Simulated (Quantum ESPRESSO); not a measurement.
# GaP (F-43m): a worked LO-TO splitting

Wanted: the LO mode of GaP (F-43m) from the TO mode and the field response.

Main program and level: Quantum ESPRESSO 7.5; DFT LDA, scalar-relativistic, plane waves, PseudoDojo norm-conserving pseudopotentials.

### 1. The relaxed structure

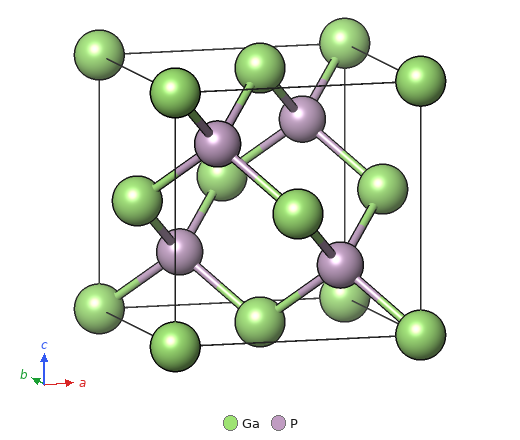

The cell as given, slightly off an axis (gallium green, phosphorus pink). This picture shows the conventional cell, with its axes. Bonds to atoms that aren't drawn are left out. Some periodic images of atoms are drawn too.

As a file:

```xyz
2
Lattice="-2.6937 0.0000 2.6937 0.0000 2.6937 2.6937 -2.6937 2.6937 0.0000" Properties=species:S:1:pos:R:3 pbc="T T T"
Ga    0.0000    0.0000    0.0000
P    -1.3468    1.3468    1.3468
```

This is the cell after its relaxation at this level of theory, not the database cell from which that began.

### 2. What the response run gave

A linear-response run on the relaxed cell, with the response to an electric field; only its zone-centre results are used. Cutoff 80 Ry, k mesh 12×12×12.

Output:

```text
[banners, grids, parts of the stress and lines that vanish by symmetry left out]
Program PHONON v.7.5
     Reading xml data from directory:

[...]
Exchange-correlation= PW
                           (   1   4   0   0   0   0   0)
[...]
kinetic-energy cut-off    =      80.0000  Ry
     charge density cut-off    =     320.0000  Ry
     convergence threshold     =      1.0E-18
[...]
Exchange-correlation= PW
                           (   1   4   0   0   0   0   0)
[...]
q = (   0.0000000   0.0000000   0.0000000 )
     25 Sym.Ops. (with q -> -q+G )
     G cutoff =  840.1094  (  25605 G-vectors)     FFT grid: ( 45, 45, 45)
     number of k points=    72
[...]
Mode symmetry, T_d (-43m)  point group:
[...]
Dielectric constant
[...]
End of electric fields calculation
          Dielectric constant in cartesian axis
          (      10.790166751       0.000000000       0.000000000 )
          (       0.000000000      10.790166751      -0.000000000 )
          (      -0.000000000      -0.000000000      10.790166751 )
          Effective charges (d Force / dE) in cartesian axis without acoustic sum rule applied (asr)
           atom    1  Ga    Mean Z*:        2.04569
      Ex  (        2.04569        0.00000        0.00000 )
      Ey  (        0.00000        2.04569       -0.00000 )
      Ez  (        0.00000       -0.00000        2.04569 )
           atom    2  P     Mean Z*:       -2.05630
      Ex  (       -2.05630        0.00000       -0.00000 )
      Ey  (        0.00000       -2.05630        0.00000 )
      Ez  (       -0.00000        0.00000       -2.05630 )
          Effective charges Sum: Mean:       -0.01061
[...]
Effective charges (d Force / dE) in cartesian axis with asr applied:
           atom    1  Ga    Mean Z*:        2.05099
[...]
atom    2  P     Mean Z*:       -2.05099
[...]
Representation #   1 modes #   1   2   3
[...]
End of self-consistent calculation
     Convergence has been achieved
     Representation #   2 modes #   4   5   6
[...]
End of self-consistent calculation
     Convergence has been achieved
[...]
Dielectric constant in cartesian axis
          (      10.790166751       0.000000000       0.000000000 )
          (       0.000000000      10.790166751      -0.000000000 )
          (      -0.000000000      -0.000000000      10.790166751 )
          Effective charges (d Force / dE) in cartesian axis without acoustic sum rule applied (asr)
           atom    1  Ga    Mean Z*:        2.04569
      Ex  (        2.04569        0.00000        0.00000 )
      Ey  (        0.00000        2.04569       -0.00000 )
      Ez  (        0.00000       -0.00000        2.04569 )
           atom    2  P     Mean Z*:       -2.05630
      Ex  (       -2.05630        0.00000       -0.00000 )
      Ey  (        0.00000       -2.05630        0.00000 )
      Ez  (       -0.00000        0.00000       -2.05630 )
          Effective charges Sum: Mean:       -0.01061
[...]
Effective charges (d Force / dE) in cartesian axis with asr applied:
           atom    1  Ga    Mean Z*:        2.05099
[...]
atom    2  P     Mean Z*:       -2.05099
[...]
q = (    0.000000000   0.000000000   0.000000000 )
[...]
freq (    1) =      -0.068971 [THz] =      -2.300627 [cm-1]
     freq (    2) =      -0.068971 [THz] =      -2.300627 [cm-1]
     freq (    3) =      -0.068971 [THz] =      -2.300627 [cm-1]
     freq (    4) =      10.947369 [THz] =     365.164915 [cm-1]
     freq (    5) =      10.947369 [THz] =     365.164915 [cm-1]
     freq (    6) =      10.947369 [THz] =     365.164915 [cm-1]
[...]
Mode symmetry, T_d (-43m)  point group:
     freq (   1-   3) =         -2.3  [cm-1]   --> T_2  G_15 P_4   I+R
     freq (   4-   6) =        365.2  [cm-1]   --> T_2  G_15 P_4   I+R

   JOB DONE.
```

```csv
quantity,value
cell volume Ω (Å³),39.090
mass of Ga (u),69.723
mass of P (u),30.974
"Born charge of Ga, raw (e)",2.046
"Born charge of P, raw (e)",-2.056
ε∞,10.790
ω(TO) after the sum rule (cm⁻¹),365.2
```

### 3. The calculation

The charges must sum to zero over the cell; taking off their mean, -0.005 e, leaves Z* = 2.051 e on Ga. In the polar mode Ga moves against P, so the reduced mass is μ = 69.72 × 30.97 / 100.70 = 21.446 u.

A longitudinal wave builds up a field that adds to the restoring force: ω(LO)² = ω(TO)² + 4π Z*² / (μ Ω ε∞), in Hartree atomic units. With μ = 39094 electron masses and Ω = 263.79 bohr³ the second term is 4.7505e-07 Ha², or 22883 cm⁻² (1 Ha = 219474.6 cm⁻¹).

So ω(LO) = √(133349 + 22883) = 395.3 cm⁻¹, and by the Lyddane-Sachs-Teller relation ε₀ = ε∞ (ω(LO)/ω(TO))² = 12.64.

### 4. Check against the program

The analysis program adds the same non-analytic term to the full matrix, here for q along (1 0 0).

Output:

```text
[banner, memory and clock lines left out]
Program DYNMAT v.7.5

     Reading Dynamical Matrix from file g.dyn
     ...Force constants read
     ...epsilon and Z* read

     Polarizability (A^3 units)
     multiply by 0.234555 for Clausius-Mossotti correction
        30.453838    0.000000   -0.000000
         0.000000   30.453838   -0.000000
         0.000000   -0.000000   30.453838

     IR activities are in (D/A)^2/amu units

# mode   [cm-1]    [THz]      IR
    1     -0.00   -0.0000    0.0000
    2     -0.00   -0.0000    0.0000
    3      0.00    0.0000    0.0000
    4    365.17   10.9474    4.5252
    5    365.17   10.9474    4.5252
    6    395.26   11.8496    4.5252
```

ε₀ comes from the program's run without a direction of q.

```csv
quantity,by hand,program
ω(LO) (cm⁻¹),395.3,395.3
ε₀,12.64,12.64
```

### 5. Summary of results

```json
{
  "TO mode": "365.2 cm⁻¹",
  "LO mode": "395.3 cm⁻¹",
  "static dielectric constant": "12.64"
}
```

**Reading.** The LO mode of GaP (F-43m) lies at 395 cm⁻¹, 30 cm⁻¹ above the TO mode; the formula meets the program within 0.1 cm⁻¹, as it must for a cubic crystal with one polar mode. ω(LO)² − ω(TO)² goes with Z*²/ε∞: an error of 5 % in ε∞ would move the LO mode by 1.4 cm⁻¹, and semilocal functionals tend to overestimate ε∞. These are harmonic values at zero temperature, at the volume of this functional, for the structure held cubic; stability elsewhere in the zone is no part of this calculation.

[Host names and launcher messages were left out of these logs when they were recorded.]

[Logs are printed without paths, hosts, clocks, repeated set-up lines and the standing remarks that a program may print on its own settings, such as how far it seeks lower states.]

[Hosts, paths, dates, database ids (printed as entryN), source tags and the programs' standing remarks are cut or masked in the printed files.]
